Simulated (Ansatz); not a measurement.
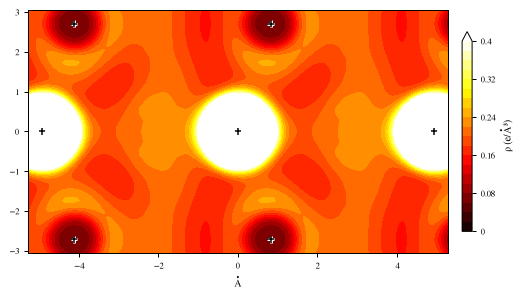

The valence electron density on a plane through atoms (crosses mark nuclei in the plane).

Method: DFT PBEsol, scalar-relativistic, plane waves, PAW in Ansatz 0.2.0.

Candidates:
A. TiAl, a = 2.85 Å, b = 4.62 Å, c = 9.87 Å, α = 90.00°, β = 90.00°, γ = 90.00°. Space group P-6m2; a structure from a database of computed crystals, not necessarily the ambient phase; computed without spin polarisation.
B. CdS, a = 5.82 Å, b = 5.82 Å, c = 5.82 Å, α = 90.00°, β = 90.00°, γ = 90.00°. Space group F-43m.
C. AlAs, a = 5.68 Å, b = 5.68 Å, c = 5.68 Å, α = 90.00°, β = 90.00°, γ = 90.00°. Space group F-43m; a structure from a database of computed crystals, not necessarily the ambient phase.

**Which system is this?**

Candidate A: TiAl on the (11̄0) plane of the calculation cell, which holds Ti and Al. Ti–Al (2.84 Å): ρ at the midpoint is about 0.21 e/Å³.
